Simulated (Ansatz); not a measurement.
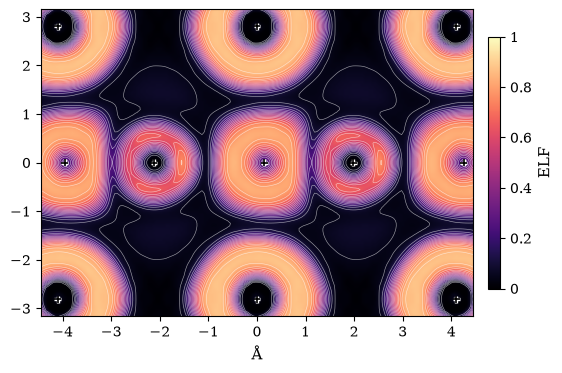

The electron localisation function on a plane through atoms (crosses mark nuclei in the plane).

Theory: Ansatz 0.2.0, DFT PBE, scalar-relativistic, plane waves, PAW.

Candidates:
A. Cu, a = 2.63 Å, b = 2.63 Å, c = 3.45 Å, α = 90.00°, β = 90.00°, γ = 90.00°. Space group I4/mmm; changed on purpose from its base cell (strain +0.025 along x and y, -0.050 along z, atoms carried along); computed without spin polarisation.
B. BaTiO3, a = 3.97 Å, b = 3.97 Å, c = 4.10 Å, α = 90.00°, β = 90.00°, γ = 90.00°. Space group P4mm; changed on purpose from its base cell (volume × 0.97, shape and atoms relaxed); computed pressure about 3 GPa in this cell; computed without spin polarisation.
C. HfO2, a = 3.60 Å, b = 5.26 Å, c = 3.60 Å, α = 90.00°, β = 90.00°, γ = 90.00°. Space group Pmn2₁; a structure from a database of computed crystals, not necessarily the ambient phase; not relaxed (largest force 0.6 eV/Å).

**Which candidate gave the map?**

Candidate B: BaTiO3 on the (11̄0) plane of the conventional cell, which holds Ba, Ti and O. Ti–O (1.83 Å): the ELF peaks at about 0.80 in the valence shell of O, 0.5 Å from its nucleus, and is about 0.25 at the midpoint; no shared electron pair shows on this line. Ba–O (2.81 Å): the ELF is about 0.15 at the midpoint (a closed-shell, largely ionic contact).
